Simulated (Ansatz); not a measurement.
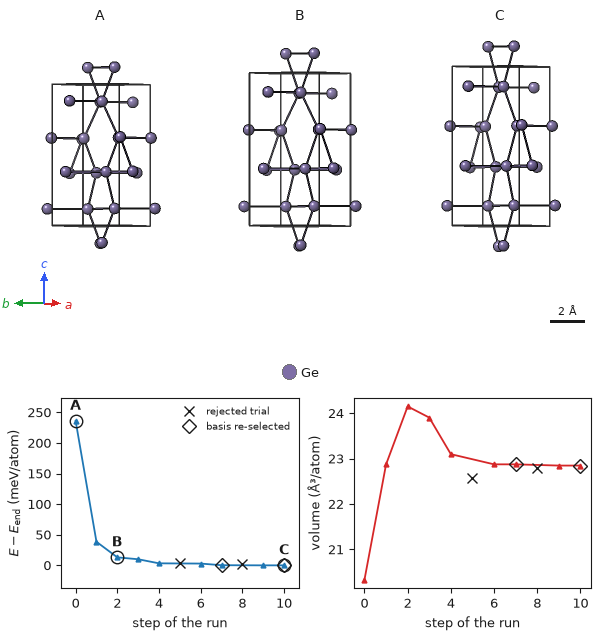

Frames of a relaxation of solid Ge (a generated structure, set up in Ccce) (coarse preliminary run), marked on the history of the run. The picture is a ball-and-stick view of the cell of the calculation, seen from a free direction.

Method: DFT PBE, scalar-relativistic, plane waves, PAW (Ansatz).

Input
```yaml
crystal:
  lattice:
    - [2.97386459, -3.19330991, 0.0]
    - [2.97386459, 3.19330991, 0.0]
    - [0.0, 0.0, 8.5639806]
  atoms:
    - { symbol: Ge, position: [0.25974399, 0.13154399, 0.62123699] }
    - { symbol: Ge, position: [0.36845601, 0.24025601, 0.12123699] }
    - { symbol: Ge, position: [0.74025601, 0.86845601, 0.62123699] }
    - { symbol: Ge, position: [0.75974399, 0.63154399, 0.87876301] }
    - { symbol: Ge, position: [0.63154399, 0.75974399, 0.12123699] }
    - { symbol: Ge, position: [0.24025601, 0.36845601, 0.87876301] }
    - { symbol: Ge, position: [0.86845601, 0.74025601, 0.37876301] }
    - { symbol: Ge, position: [0.13154399, 0.25974399, 0.37876301] }
basis:
  ecutwfc: 420
kpoints:
  mp_grid: { grid: [4, 4, 2] }
hamiltonian:
  xc: pbe
scf:
  occupations: { method: gaussian, width: 0.1 }
  lower_state_search: "off"
output:
  forces: true
  stress: true
  eigenvalues: true
relax:
  adjacent_minimum: "off"
  f_tol: 0.04
  max_steps: 70
  cell: { stress_tol: 0.4 }
```

Command:
```bash
ansatz run input.yaml --threads 1 --pin off --max-ram 2560MiB --backend cpu --events-out ev --progress --plain --runs-dir out
```

Q: What happens along the run?

A: Over 6 accepted moves (10 points after the start) the energy falls by 236 meV per atom. Largest force component: 2.2 eV/Å at the start, 0.011 eV/Å at the end. The pressure goes from 15.20 to 0.03 GPa. The line search rejected the trial steps at points 5, 8 of the run. The SCF was repeated twice at an unchanged geometry on a basis and grid sized afresh for the cell, which shifted the energy by 2.7 meV per atom at most. The largest moves relative to the cell, 0.12 Å, are those of 8 atoms (Ge1, Ge2, Ge3, Ge4 and others). Ge8 goes roughly along [3 1 −1]. Cell: a = b 4.364 → 4.358 Å (−0.1 %), c 8.564 → 9.642 Å (+12.6 %), γ 94.1° → 93.5°. Volume +12.4 %. Among the contacts that change: Ge1–Ge8 2.232 → 2.544 Å, Ge1–Ge3 2.467 → 2.598 Å, Ge1–Ge6 2.440 → 2.518 Å, Ge1–Ge3 (another image) 2.461 → 2.530 Å. Among the angles between lasting bonds that change: Ge6–Ge2–Ge8 135.9° → 146.3°, Ge5–Ge2–Ge5 124.6° → 116.4°, Ge5–Ge2–Ge6 110.7° → 105.5°. The space group stays Ccce (No. 68). The run took 110 s on 1 thread of Arm Neoverse V1, with other jobs on the host, peak memory 0.47 GiB. From step 0 to 2: Ge atoms move most (0.07 Å), volume +18.8 %, energy −223 meV per atom. From step 2 to 10: Ge atoms move most (0.13 Å), volume −5.4 %, energy −13.1 meV per atom.

```json
{"step": "0", "E − E(0), meV/atom": "0.00", "largest force component, eV/Å": "2.2355", "pressure, GPa": "15.20", "volume, Å³/atom": "20.332", "note": ""}
{"step": "1", "E − E(0), meV/atom": "-197.64", "largest force component, eV/Å": "0.6489", "pressure, GPa": "3.55", "volume, Å³/atom": "22.873", "note": ""}
{"step": "2", "E − E(0), meV/atom": "-223.11", "largest force component, eV/Å": "0.0633", "pressure, GPa": "-0.42", "volume, Å³/atom": "24.150", "note": ""}
{"step": "3", "E − E(0), meV/atom": "-226.20", "largest force component, eV/Å": "0.0638", "pressure, GPa": "-0.36", "volume, Å³/atom": "23.905", "note": ""}
{"step": "4", "E − E(0), meV/atom": "-232.88", "largest force component, eV/Å": "0.0176", "pressure, GPa": "-0.38", "volume, Å³/atom": "23.099", "note": ""}
{"step": "5", "E − E(0), meV/atom": "-231.63", "largest force component, eV/Å": "0.0749", "pressure, GPa": "-0.13", "volume, Å³/atom": "22.563", "note": "rejected"}
{"step": "6", "E − E(0), meV/atom": "-233.26", "largest force component, eV/Å": "0.0180", "pressure, GPa": "-0.02", "volume, Å³/atom": "22.875", "note": ""}
{"step": "7", "E − E(0), meV/atom": "-235.94", "largest force component, eV/Å": "0.0178", "pressure, GPa": "0.20", "volume, Å³/atom": "22.875", "note": "same geometry, new basis"}
{"step": "8", "E − E(0), meV/atom": "-234.35", "largest force component, eV/Å": "0.0850", "pressure, GPa": "-0.04", "volume, Å³/atom": "22.804", "note": "rejected"}
{"step": "9", "E − E(0), meV/atom": "-236.18", "largest force component, eV/Å": "0.0108", "pressure, GPa": "0.03", "volume, Å³/atom": "22.848", "note": ""}
{"step": "10", "E − E(0), meV/atom": "-236.17", "largest force component, eV/Å": "0.0108", "pressure, GPa": "0.03", "volume, Å³/atom": "22.848", "note": "same geometry, new basis"}
```
